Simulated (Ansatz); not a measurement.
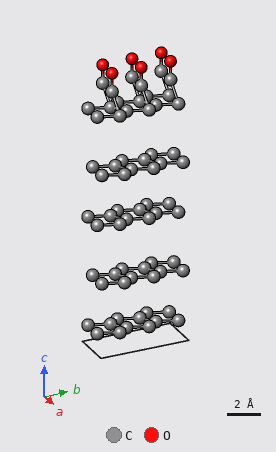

Starting structure of a slab of composition C11O (cut from the Fmmm phase). Style: ball-and-stick. Shown: the 2 × 3 repeat of the cell, outlined in the plane, without the vacuum, slightly off an axis.

Case: CO put at a bridge C-C site. The slab is the (0 0 1) face of C with CO on it. 4 atoms are held fixed.

Theory: DFT PBE+D3(BJ), scalar-relativistic, plane waves, PAW in Ansatz 0.2.0.

Input file:
```yaml
crystal:
  lattice:
    - [2.4655379961, 0.0, 0.0]
    - [-1.2327689981, 2.1341461166, 0.0]
    - [0.0, 0.0, 33.7479673684]
  atoms:
    - { symbol: C, position: [0.0833101797, 0.1666203594, 0.2518670208] }
    - { symbol: C, position: [0.4166898203, 0.8333796406, 0.2518670208] }
    - { symbol: C, position: [0.5833101797, 0.1666203594, 0.3525999904] }
    - { symbol: C, position: [0.9166898203, 0.8333796406, 0.3525999904] }
    - { symbol: C, position: [0.0833101797, 0.1666203594, 0.4533305226] }
    - { symbol: C, position: [0.4166898203, 0.8333796406, 0.4533305226] }
    - { symbol: C, position: [0.5833101797, 0.1666203594, 0.5540634922] }
    - { symbol: C, position: [0.9166898203, 0.8333796406, 0.5540634922] }
    - { symbol: C, position: [0.0833101797, 0.1666203594, 0.6547940244] }
    - { symbol: C, position: [0.4166898203, 0.8333796406, 0.6547940244] }
    - { symbol: C, position: [0.0833101797, 0.6666203594, 0.6962780043] }
    - { symbol: O, position: [0.0833101797, 0.6666203594, 0.7303541307] }
basis:
  ecutwfc: 420
kpoints:
  mp_grid: { grid: [12, 12, 1] }
hamiltonian:
  xc: pbe
  dispersion: d3bj
scf:
  occupations: { method: gaussian, width: 0.1 }
output:
  forces: true
  eigenvalues: true
  write_density: true
  write_potential: true
  elf: true
  volumetric_format: npy
relax:
  adjacent_minimum: "off"
  f_tol: 0.03
  max_steps: 70
  constraints: [{ sites: [0, 1, 2, 3] }]
efield:
  axis: 3
  dipole_correction: true
  ramp_width: 0.04
```

Run as
```bash
ansatz run input.yaml --threads 1 --pin off --max-ram 2560MiB --backend cpu --events-out ev --progress --plain --runs-dir out
```

> Where does the constrained relaxation end?

The largest moves, 1.77 Å, are those of C11 and O12. C11 goes at 18° to the normal (+c side). Largest moves by element: C 1.77 Å, O 1.76 Å. The cell stays as it was. Some distances before and after: C10–C11 1.571 → 3.465 Å, C9–C11 1.865 → 3.465 Å, C11–O12 1.150 → 1.134 Å. Bonds break: C10–C11 (1.57 → 3.46 Å). The energy falls by 3.931 eV per cell of the calculation in 23 accepted moves (26 points after the start). The largest force component goes from 3 to 0.0073 eV/Å. The line search rejected the trial step at point 23 of the run. 2 steps only repeated the SCF at the same geometry. The forces were under the threshold at step 15, but the run went on from there. The run took 11 min on 1 thread of AMD EPYC 9R45 96-Core Processor (Zen 5) (shared host), peak memory 0.71 GiB.

History of the run:

| step | E − E(0), meV/atom | largest force component, eV/Å | note |
| --- | --- | --- | --- |
| 0 | 0.00 | 3.0466 |  |
| 1 | -54.50 | 4.7867 |  |
| 2 | -142.82 | 6.6814 |  |
| 3 | -215.86 | 5.1447 |  |
| 4 | -266.64 | 3.3874 |  |
| 5 | -302.02 | 0.9601 |  |
| 6 | -315.16 | 0.4519 |  |
| 7 | -321.57 | 0.2367 |  |
| 8 | -324.88 | 0.1697 |  |
| 9 | -326.22 | 0.0345 |  |
| 10 | -326.56 | 0.1040 |  |
| 11 | -326.77 | 0.0777 |  |
| 12 | -327.01 | 0.0458 |  |
| 13 | -327.17 | 0.0522 |  |
| 14 | -327.29 | 0.0468 |  |
| 15 | -327.35 | 0.0126 |  |
| 16 | -327.35 | 0.0126 | same geometry, SCF repeated |
| 17 | -327.41 | 0.0304 |  |
| 18 | -327.47 | 0.0420 |  |
| 19 | -327.49 | 0.0192 |  |
| 20 | -327.49 | 0.0192 | same geometry, SCF repeated |
| 21 | -327.51 | 0.0190 |  |
| 22 | -327.55 | 0.0887 |  |
| 23 | -327.47 | 0.1010 | rejected |
| 24 | -327.59 | 0.0378 |  |
| 25 | -327.59 | 0.0323 |  |
| 26 | -327.61 | 0.0073 |  |

After the run, drawn alike:

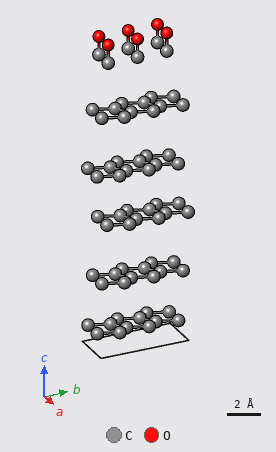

Limits of the set-up: the periodic images lie only 2.5 Å apart, so the values are limited by the cell's size.
